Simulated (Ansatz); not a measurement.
**Geometry relaxation of Sn$_{7}$S$_{16}$ (charge −2) (part 3 of 4)**

The same run, continued: Sn$_{7}$S$_{16}$ (defect cell, 23 atoms in the cell, total charge −2); DFT PBE+D3(BJ), scalar-relativistic, plane waves, PAW, spin-polarised (Ansatz 0.2.0); cutoff 420 eV, 2×2×2 k-mesh, Gaussian smearing of 0.01 eV, collinear spins. The structure derives from a Materials Project entry. It belongs to a series of runs on one base structure; here: Sn vacancy (site b), charge -2, atoms relaxed at the host's cell.

Geometry of the input (Å; fractional positions):
```
-3.6685  6.3540  0.0000
-3.6685  -6.3540  0.0000
0.0000  0.0000  11.6527
Sn 0.6617  0.3308  0.6135
Sn 0.1885  0.7746  0.6370
Sn 0.6998  0.8562  0.6361
Sn 0.8259  0.1629  0.1225
Sn 0.3257  0.1615  0.1274
Sn 0.8272  0.6631  0.1257
Sn 0.3252  0.6631  0.1283
S  0.7720  0.1653  0.7632
S  0.2493  0.1442  0.6905
S  0.8492  0.6619  0.7535
S  0.3591  0.6296  0.7477
S  0.1602  0.3294  0.2536
S  0.6616  0.3278  0.2520
S  0.1564  0.8317  0.2554
S  0.6647  0.8342  0.2517
S  0.4926  0.4939  1.0004
S  -0.0049  0.4978  0.9985
S  0.4843  0.9898  0.9985
S  -0.0061  0.9972  0.9970
S  0.5027  -0.0155  0.4961
S  0.0862  0.1113  0.5433
S  0.5880  0.5598  0.4845
S  -0.0102  0.5083  0.4874
```

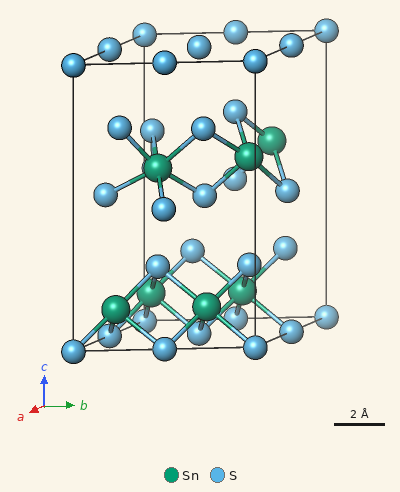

**Figure 1.** The geometry at step 9 of the log (ball-and-stick view of the cell of the calculation, seen slightly off an axis).

**The program's output, continued**
```
SCF iter   1: F=—  HF=-56600.705053 eV  |F-HF|=—  |Δ(HF+E_count)|=         —  Δρ=5.98e-4 (↑5.98e-4 ↓5.45e-4)  dr2=4.26e-3  dr2_m=5.56e-5  M=0.250 μB ∫|m|=0.394 μB  β_m=0.30  ethr=2.24e-5  ⟨swp⟩=4.3  Hψ=3745  notcnv=0  defer=258
preconditioner: auto → Resta (q_TF=auto, 2.302 Å⁻¹)  ε∞=3.2  [insulator: Δε(μ)=0.050 eV  Ē_g=14.998 eV  σ=0.010 eV  W_gap=1.00  n_scr=110 (ndim 8)  ℏωp=22.3 eV  f_vac=0.030  D(μ)=0.03/eV (n_scr^D=0)  ε∞_Penn≈3.2]
spin=Collinear: Resta preconditioning applied to the charge; magnetization (m = ρ↑ − ρ↓) channel mixes plain (no charge-response kernel on spin).
SCF iter   2: F=—  HF=-56600.704620 eV  |F-HF|=—  |Δ(HF+E_count)|=   4.32e-4  Δρ=4.22e-4 (↑4.22e-4 ↓3.83e-4)  dr2=1.86e-3  dr2_m=3.08e-5  M=0.250 μB ∫|m|=0.394 μB  β_m=0.60  ethr=2.17e-6  ⟨swp⟩=1.9  Hψ=2496  notcnv=0  defer=258
SCF iter   3: F=—  HF=-56600.704419 eV  |F-HF|=—  |Δ(HF+E_count)|=   2.01e-4  Δρ=7.78e-5 (↑7.58e-5 ↓7.78e-5)  dr2=2.68e-4  dr2_m=1.90e-6  M=0.250 μB ∫|m|=0.393 μB  β_m=0.59  ethr=9.51e-7  ⟨swp⟩=2.0  Hψ=2809  notcnv=0  defer=258
SCF iter   4: F=—  HF=-56600.704405 eV  |F-HF|=—  |Δ(HF+E_count)|=   1.40e-5  Δρ=4.55e-5 (↑3.91e-5 ↓4.55e-5)  dr2=1.36e-4  dr2_m=6.66e-7  M=0.250 μB ∫|m|=0.395 μB  β_m=0.53  ethr=1.36e-7  ⟨swp⟩=2.0  Hψ=2166  notcnv=0  defer=258
SCF iter   5: F=—  HF=-56600.704396 eV  |F-HF|=—  |Δ(HF+E_count)|=   8.80e-6  Δρ=1.74e-5 (↑1.59e-5 ↓1.74e-5)  dr2=9.38e-6  dr2_m=1.57e-7  M=0.250 μB ∫|m|=0.395 μB  β_m=0.61  ethr=6.95e-8  ⟨swp⟩=2.0  Hψ=1815  notcnv=0  defer=258
SCF iter   6: F=—  HF=-56600.704319 eV  |F-HF|=—  |Δ(HF+E_count)|=   7.80e-5  Δρ=5.48e-6 (↑5.48e-6 ↓5.27e-6)  dr2=9.92e-7  dr2_m=2.04e-8  M=0.250 μB ∫|m|=0.395 μB  β_m=0.68  ethr=4.78e-9  ⟨swp⟩=2.0  Hψ=2211  notcnv=0  defer=258
SCF iter   7: F=—  HF=-56600.704319 eV  |F-HF|=—  |Δ(HF+E_count)|=   3.94e-7  Δρ=1.92e-6 (↑1.83e-6 ↓1.92e-6)  dr2=1.67e-7  dr2_m=2.25e-9  M=0.250 μB ∫|m|=0.395 μB  β_m=0.68  ethr=5.06e-10  ⟨swp⟩=2.0  Hψ=2582  notcnv=0  defer=258
iter 8 did not close the SCF: its close was put off for a magnetic moment that had not settled (scf_convergence_deferred on its scf_iter line)
SCF iter   8: F=-56600.704319 eV  HF=-56600.704319 eV  |F-HF|=1.64e-8  |Δ(HF+E_count)|=   5.92e-8  Δρ=8.02e-7 (↑8.02e-7 ↓7.44e-7)  dr2=3.88e-8  dr2_m=2.15e-10  M=0.250 μB ∫|m|=0.395 μB  β_m=0.65  ethr=5.10e-11  ⟨swp⟩=14.8  Hψ=13344  notcnv=0
SCF iter   9: F=-56600.704319 eV  HF=-56600.704319 eV  |F-HF|=1.56e-9  |Δ(HF+E_count)|=   8.16e-9  Δρ=3.36e-7 (↑3.03e-7 ↓3.36e-7)  dr2=3.81e-9  dr2_m=4.27e-11  M=0.250 μB ∫|m|=0.395 μB  ethr=1.98e-11  ⟨swp⟩=6.0  Hψ=10280  notcnv=0
SCF 9 converged in 9 iterations: F = -56600.704319 eV  dr2 = 3.81e-9
relax step   9: F+E_penalty+E_count = -56600.70431901 eV  Δ(F+E_penalty+E_count) = -1.057e-3 eV  max|allowed force component| = 1.191e-2 eV/Å  Δτ_max = 0.0164 Å  (9 SCF iters, accepted)
SCF converged after 9 iterations
Magnetization: 0.2501 μB (98.1250 up, 97.8750 down)
Absolute magnetization: 0.3919 μB (∫|ρ↑−ρ↓|, with the PAW one-centre terms)
Spin contamination: 0.0184 ħ² per cell (⟨S²⟩ above its minimum at these occupations)
Per-site moments (μB) at R_I (Å): [(-0.0008067683344230779, 1.0235319326547152), (0.00046517501385686305, 0.9962325684704687), (-0.0009897971143073244, 1.0432718291896408), (-0.0029415677008626925, 1.0590615864604782), (-0.0025385874410517118, 1.0597120947081955), (-0.00011509672567365799, 1.0587734347476987), (-0.006029441890585841, 1.076764774119384), (0.004545020075909234, 1.0245024517689612), (0.018274115371436608, 0.8568193263757522), (0.0028929823967953285, 1.0621691494316083), (0.03640608826685695, 0.9962325684704687), (-0.003867525147051208, 1.0597120947081955), (-0.00111009043344937, 1.0681423223145834), (-0.0006487393332255178, 1.0587734347476987), (-0.0026005252268543294, 1.0588021982105587), (-0.0018478345734341901, 1.0600125359433312), (-0.0021907216088850614, 1.0597162903421107), (-0.003718142145795247, 1.06151693043955), (-0.001040478683568481, 1.0693043422999882), (0.004996772746821598, 1.062642768349614), (0.05237985706196046, 0.8568193263757522), (0.009042856321275064, 1.0235319326547152), (0.06451816866031941, 1.008167581771207)]
Free energy (F): -56600.704319 eV
Harris-Foulkes:  -56600.704319 eV  (|F-HF|=1.56e-9)
Internal energy: -56600.704318 eV  (E = F + TS)
E sigma→0 (E₀):  -56600.704318 eV
Entropy (-TS):   -0.000001 eV (-0.000 meV/atom)
Fermi energy:    6.707400 eV
--- Per-component energies (eV) ---
  E_band       = -944.553297
  E_kinetic    = 3040.248621
  E_local      = -12000.542933  (includes V_loc(G=0)·N_el)
  E_nonlocal   = 247.735894
  E_hartree    = 6236.318238
  E_xc         = -4236.216588
  E_vxc        = -2079.962438  (∫ρ·V_xc dr)
  E_paw        = -38597.657288  (= ΣΔE_a)
  E_vpaw       = -2624.667797  (= ΣTr[D̂ρ^β])
  E_aug_tail   = 0.000023  (compensation charges beyond the density's cutoff)
  E_ewald      = -11283.524373
  E_disp       = -7.065913  (pairwise vdW)
  E_smearing   = -0.000001  (= −TS)
  E_closure    = -0.000000  (closes the sum)
  E_deformation_potential = -24.992695  (in the stress; not in F)
  Σ components = -56600.704319   (vs F -56600.704319, Δ=0.00e0)
--- Forces (eV/Å), atoms counted from 1 ---
  atom   1  Sn    -0.00781866    -0.00114432    -0.00498827
  atom   2  Sn     0.00747042     0.00531755    -0.00999521
  atom   3  Sn     0.00301477     0.00361542     0.00100741
  atom   4  Sn    -0.00210116    -0.00044227     0.00364716
  atom   5  Sn    -0.00503894     0.00036490     0.00376460
  atom   6  Sn     0.00529547     0.00371342     0.00374878
  atom   7  Sn     0.00035359    -0.00146483     0.00134091
  atom   8  S      0.00121268    -0.00296223     0.01191001
  atom   9  S      0.00298776    -0.00773822    -0.00244714
  atom  10  S      0.00195845    -0.00352558    -0.00429836
  atom  11  S     -0.00341699     0.00111747    -0.00492871
  atom  12  S     -0.00669481    -0.00014474    -0.00773926
  atom  13  S      0.00356413    -0.00244127     0.00082747
  atom  14  S     -0.00132246    -0.00199277    -0.00218252
  atom  15  S      0.00245899    -0.00244536    -0.00059170
  atom  16  S      0.00386408     0.00131393    -0.00244742
  atom  17  S     -0.00365668     0.00360567     0.00032271
  atom  18  S      0.00306192    -0.00091258    -0.00097853
  atom  19  S     -0.00396539     0.00079639     0.00033114
  atom  20  S     -0.00585385     0.00357332     0.00249727
  atom  21  S      0.00049465     0.00384653     0.00731294
  atom  22  S      0.00414140    -0.00002356     0.00270773
  atom  23  S     -0.00001642    -0.00202723     0.00118926
  max |Σ_I F_I| component: 1.02e-5 eV/Å
--- Charged-cell corrections in eV (Makov–Payne, q = -2.000 e, ε = [18.941, 18.941, 7.136]) ---
  F (periodic)     = -56600.704319  (uncorrected; the corrections below are reported, never added to it)
  E_corr1          = +0.366225  (monopole, q²α_M/2ε̄L, of the cell on which ε is isotropic)
  F Makov-Payne    = -56600.338094  (F + E_corr1; no measured alignment; for a localised charge, not one spread in a band: unchecked)
  no potential alignment in this run, which stands beside a crystal: run the host's input off ansatz write-host-input, and read the two finished runs by ansatz place-levels (neither reads a slab, a wire or a sheet, whose cell leaves a vacuum)
--- Band table (eV; the first three rows and the last of 16) ---
  k-point 0 ↑: bands = ["-15.6604", "-15.6545", "-15.6075", "-15.5763", "-15.5666", "-15.5649", "-15.5551", "-15.5428", "-15.5243", "-15.5134", "-15.5005", "-15.4885", "-15.4832", "-15.4729", "-15.4609", "-15.4155", "-15.4115", "-15.3740", "-15.3659", "-15.3600", "-14.9708", "-14.9477", "-14.8939", "-14.8837", "-14.8663", "-14.8175", "-14.7979", "-14.7624", "-14.7558", "-14.7286", "-14.7104", "-14.7025", "-14.6953", "-14.6603", "-14.6400", "-8.3446", "-8.1820", "-6.6005", "-6.5292", "-6.3806", "-6.3649", "-6.3338", "-5.8798", "-5.8385", "-5.7691", "-5.6308", "-5.2318", "-5.0238", "-5.0006", "-4.6517", "-4.0971", "-1.5328", "-1.4862", "-1.4228", "-0.8522", "-0.5707", "-0.0278", "0.7251", "0.8468", "0.8836", "1.0084", "1.7486", "1.8542", "2.2186", "2.4969", "2.9155", "2.9622", "3.0018", "3.0174", "3.0787", "3.0889", "3.1569", "3.7336", "3.8643", "4.1643", "4.3067", "4.3913", "4.4042", "4.7227", "4.7378", "4.7722", "4.8327", "4.8734", "4.8986", "4.9352", "5.0995", "5.1185", "5.1956", "5.2446", "5.2930", "5.4491", "5.7533", "5.7850", "5.9171", "6.0786", "6.3441", "6.4763", "6.5797", "6.6527", "6.8518", "6.9289", "7.5027", "7.7709", "7.8729", "8.7321", "9.0169", "9.2950", "9.8411", "9.9266", "9.9970", "10.2284", "10.5919", "10.6306", "10.6605", "10.9209", "11.2184", "11.3277", "11.4231", "11.5204", "11.5374", "11.5892", "11.6183"]
  k-point 1 ↑: bands = ["-15.6604", "-15.6545", "-15.6075", "-15.5763", "-15.5666", "-15.5649", "-15.5551", "-15.5428", "-15.5243", "-15.5134", "-15.5005", "-15.4885", "-15.4832", "-15.4729", "-15.4609", "-15.4155", "-15.4115", "-15.3740", "-15.3659", "-15.3600", "-14.9708", "-14.9477", "-14.8939", "-14.8837", "-14.8663", "-14.8175", "-14.7979", "-14.7624", "-14.7558", "-14.7286", "-14.7104", "-14.7025", "-14.6953", "-14.6603", "-14.6400", "-8.3338", "-8.1945", "-6.7003", "-6.4054", "-6.3741", "-6.3575", "-6.3326", "-5.8840", "-5.8473", "-5.7655", "-5.6412", "-5.2561", "-5.0243", "-5.0025", "-4.6519", "-4.0979", "-1.5284", "-1.4788", "-1.4214", "-0.8423", "-0.5740", "0.2120", "0.5524", "0.8202", "0.8455", "0.9417", "1.6799", "1.7941", "2.0752", "2.3816", "2.9547", "2.9853", "3.0322", "3.0461", "3.1914", "3.2394", "3.2889", "3.9311", "4.1340", "4.2052", "4.3676", "4.4918", "4.5395", "4.5887", "4.7302", "4.7505", "4.7701", "4.8075", "4.8922", "4.9551", "4.9798", "5.0867", "5.1176", "5.1305", "5.2395", "5.3769", "5.4847", "5.6180", "5.7513", "5.9484", "6.2563", "6.5116", "6.5432", "6.7322", "7.0296", "7.0911", "7.8331", "7.8901", "7.9911", "8.5076", "9.0282", "9.3024", "9.8817", "9.8855", "9.9875", "10.1073", "10.5942", "10.6348", "10.6621", "10.8660", "11.2094", "11.3247", "11.4080", "11.4570", "11.5932", "11.6941", "11.7261"]
  k-point 2 ↑: bands = ["-15.6365", "-15.6344", "-15.5936", "-15.5857", "-15.5653", "-15.5597", "-15.5535", "-15.5472", "-15.5268", "-15.5135", "-15.5022", "-15.4893", "-15.4869", "-15.4765", "-15.4609", "-15.4285", "-15.4245", "-15.3768", "-15.3739", "-15.3661", "-14.9689", "-14.9424", "-14.8954", "-14.8850", "-14.8601", "-14.8186", "-14.7860", "-14.7661", "-14.7586", "-14.7305", "-14.7089", "-14.7031", "-14.6935", "-14.6756", "-14.6413", "-8.2749", "-7.5592", "-7.5215", "-6.4970", "-6.4577", "-6.4528", "-6.1019", "-6.0810", "-6.0123", "-5.7536", "-5.6870", "-5.2475", "-5.0236", "-4.9437", "-4.7144", "-4.0516", "-1.3003", "-1.2463", "-0.4343", "-0.2306", "-0.1931", "0.1939", "0.3493", "1.3580", "1.3651", "1.8377", "1.9495", "1.9607", "2.0419", "2.1233", "2.2499", "2.3055", "2.7228", "2.7721", "2.8768", "3.0352", "3.3270", "3.4686", "3.5496", "3.6443", "3.6523", "3.7167", "3.7638", "3.9778", "4.1532", "4.1957", "4.2519", "4.5925", "4.6785", "4.7966", "4.8297", "4.9679", "5.0915", "5.1324", "5.3212", "5.4028", "5.5062", "5.6602", "5.8407", "5.9510", "6.0064", "6.2229", "6.5573", "7.6696", "7.7339", "7.8506", "7.9567", "8.4447", "8.6603", "8.9029", "9.4747", "10.1169", "10.2283", "10.7505", "10.8840", "10.9068", "11.2479", "11.3678", "11.4208", "11.5129", "11.5383", "11.6313", "11.6596", "11.7731", "11.8496", "12.0709", "12.1278"]
  k-point 7 ↓: bands = ["-15.6445", "-15.6397", "-15.5778", "-15.5724", "-15.5682", "-15.5626", "-15.5534", "-15.5482", "-15.5438", "-15.5007", "-15.4995", "-15.4904", "-15.4897", "-15.4831", "-15.4794", "-15.4292", "-15.4241", "-15.3825", "-15.3754", "-15.3651", "-14.9679", "-14.9437", "-14.8929", "-14.8819", "-14.8653", "-14.8134", "-14.7864", "-14.7629", "-14.7614", "-14.7315", "-14.7115", "-14.7055", "-14.6942", "-14.6762", "-14.6422", "-8.2272", "-7.5866", "-7.4936", "-6.5171", "-6.4813", "-6.4746", "-6.1633", "-6.0015", "-5.9573", "-5.7243", "-5.6897", "-5.2014", "-5.0280", "-4.9400", "-4.7037", "-3.9428", "-1.3316", "-1.2368", "-0.5359", "-0.1930", "-0.1708", "0.1095", "0.5009", "1.3445", "1.3875", "1.7620", "1.9611", "2.0029", "2.1330", "2.1977", "2.3035", "2.4503", "2.6537", "2.7956", "2.9265", "2.9475", "3.2858", "3.3608", "3.4379", "3.4935", "3.6151", "3.7320", "3.7454", "4.0155", "4.0568", "4.2890", "4.3398", "4.4708", "4.6772", "4.8669", "5.0731", "5.0946", "5.1353", "5.2205", "5.2733", "5.4726", "5.5478", "5.6876", "5.7522", "5.9630", "6.1008", "6.2900", "6.6480", "7.6731", "7.7564", "7.8698", "7.9079", "8.3963", "8.5899", "8.8635", "9.3997", "10.2362", "10.2606", "10.8530", "10.8826", "11.0568", "11.1463", "11.2647", "11.4074", "11.5182", "11.5511", "11.5915", "11.6750", "11.7963", "12.0100", "12.0932", "12.1371"]
--- Relaxed structure (9 steps of the walk, 6 accepted, 0 SCFs on fresh bases) ---
  F+E_penalty+E_count = -56600.70431901 eV   max|allowed force component| = 1.191e-2 eV/Å
  atoms:
    - { symbol: Sn, position: [0.6697183348869558, 0.33594923873993754, 0.5994058171862572] }
    - { symbol: Sn, position: [0.18307254453550026, 0.7729434295981711, 0.6365885215667701] }
    - { symbol: Sn, position: [0.6871272197669711, 0.8438042422977261, 0.6338376732059823] }
    - { symbol: Sn, position: [0.8311474038508195, 0.16826936642951112, 0.124899705993607] }
    - { symbol: Sn, position: [0.33136118350101246, 0.16654926747868862, 0.12995218990011342] }
    - { symbol: Sn, position: [0.8332124126476242, 0.6689831239974993, 0.1278563016753248] }
    - { symbol: Sn, position: [0.3312832749860707, 0.668563193192361, 0.12996505176365197] }
    - { symbol: S, position: [0.7654211619259111, 0.16344569745812526, 0.7525557795375591] }
    - { symbol: S, position: [0.24542263849230547, 0.140206201960608, 0.6874164641097796] }
    - { symbol: S, position: [0.8412785044487929, 0.6537198201989032, 0.75076284308207] }
    - { symbol: S, position: [0.355750998570762, 0.6392103210950633, 0.758609645923095] }
    - { symbol: S, position: [0.16176547911708006, 0.32850086507784887, 0.25610445907081253] }
    - { symbol: S, position: [0.6678729464208786, 0.33511866326265505, 0.25529335907036355] }
    - { symbol: S, position: [0.15882680130604093, 0.8377284264800595, 0.25816140667318077] }
    - { symbol: S, position: [0.676331294701576, 0.8420741560093316, 0.25482297384888614] }
    - { symbol: S, position: [0.5015497791310644, 0.4973802702197527, 1.0017143131201467] }
    - { symbol: S, position: [-0.004833859549631669, 0.5010278260476283, 0.9996833664936712] }
    - { symbol: S, position: [0.4941174946493936, 1.002500419820429, 0.9995144400475613] }
    - { symbol: S, position: [-0.0006760135434106251, 1.0014841441739581, 0.9979067512376204] }
    - { symbol: S, position: [0.4965118508465503, -0.018684677630504853, 0.4922964768748344] }
    - { symbol: S, position: [0.06628797778307391, 0.07901807089666715, 0.5393829124418619] }
    - { symbol: S, position: [0.5556423252440894, 0.5493051554486494, 0.4876585832064054] }
    - { symbol: S, position: [0.011018946480568836, 0.5021835695469306, 0.48941512857044367] }
--- Löwdin populations: 23 sites ---
  site symbol       q [e]    m [muB]
     0     Sn     13.2486    -0.0032
     1     Sn     13.2228    -0.0040
     2     Sn     13.2573    -0.0032
     3     Sn     13.2734    -0.0048
     4     Sn     13.2714    -0.0041
     5     Sn     13.2517     0.0000
     6     Sn     13.3382    -0.0099
     7      S      6.4864     0.0068
     8      S      6.0982     0.0308
     9      S      6.4288     0.0039
    10      S      6.4664     0.0552
    11      S      6.3634    -0.0060
    12      S      6.3675    -0.0018
    13      S      6.3485    -0.0016
    14      S      6.3510    -0.0041
    15      S      6.3741    -0.0029
    16      S      6.3524    -0.0035
    17      S      6.3557    -0.0060
    18      S      6.3945    -0.0017
    19      S      6.4376     0.0069
    20      S      6.1694     0.1009
    21      S      6.4727     0.0131
    22      S      6.4220     0.0925
  spilling = 0.006368 (of n_electrons = 196.000000)
```
